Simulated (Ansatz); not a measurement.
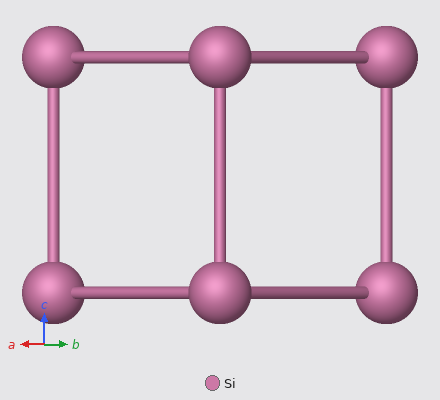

Si (Pm-3m, No. 221): coordinates from a relaxation with DFT, r2SCAN, plane waves (500 eV) with PAW, scalar-relativistic in Ansatz; the starting structure was generated, so it need not be a known form of this composition.

```cif
data_structure
_symmetry_space_group_name_H-M 'Pm-3m'
_symmetry_Int_Tables_number 221
_cell_length_a 2.5227
_cell_length_b 2.5227
_cell_length_c 2.5227
_cell_angle_alpha 90.000
_cell_angle_beta 90.000
_cell_angle_gamma 90.000
_cell_volume 16.05
loop_
_atom_site_label
_atom_site_type_symbol
_atom_site_symmetry_multiplicity
_atom_site_Wyckoff_symbol
_atom_site_fract_x
_atom_site_fract_y
_atom_site_fract_z
_atom_site_occupancy
Si1 Si 1 a 0.00000 0.00000 0.00000 1
```

### What will a Z-contrast image along [110] show? Simulation: incoherent imaging, intensity Z^1.8 per atom, probe width 1.05 Å, thin sample. The probe carries 15 % of its weight in a tail 2.5 times as wide. Shot noise was added.

The columns repeat on a rectangular net of 1.78 × 2.52 Å (plane group p2mm). All columns are alike (Si). The shortest distance between visible columns is 1.78 Å in projection. Along the beam the structure repeats every 3.57 Å.

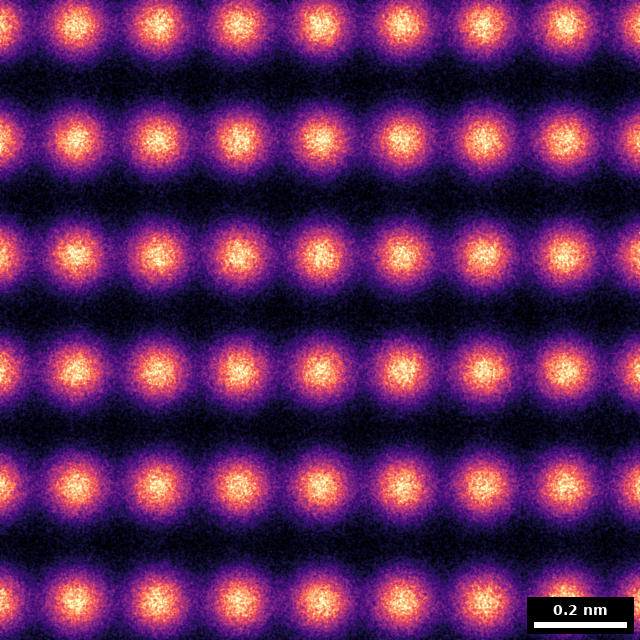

The simulated image.
